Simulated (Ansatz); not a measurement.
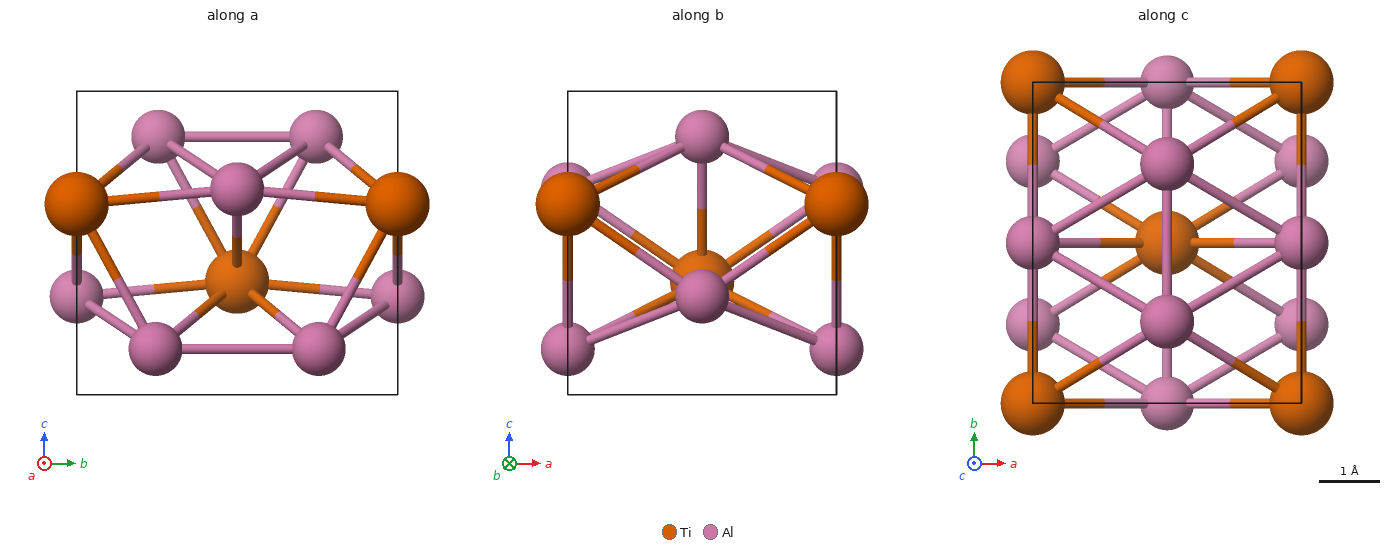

Ball-and-stick drawing of the structure, looking along the a axis, along the b axis and along the c axis. Thin lines show the conventional unit cell, with boundary atoms drawn in all their periodic places.

Lattice parameters: a = 4.525 Å, b = 5.404 Å, c = 5.110 Å, α = 90.00°, β = 90.00°, γ = 90.00°. Put a along x and b in the xy plane.

Give the atomic positions as a POSCAR file, with free fractional coordinates to two decimals.

```
Ti Al
1.0
     4.525    0.000    0.000
     0.000    5.404    0.000
     0.000    0.000    5.110
Ti Al
2 6
Direct
  0.00 0.00 0.63
  0.50 0.50 0.37
  0.00 0.25 0.15
  0.00 0.75 0.15
  0.50 0.75 0.85
  0.50 0.25 0.85
  0.50 0.00 0.32
  0.00 0.50 0.68
```

Its origin is a structure type filled with these elements by a generator (whether the compound takes this form wasn't checked). Atoms and cell were optimised with DFT r2SCAN, scalar-relativistic, plane waves, PAW (Ansatz).
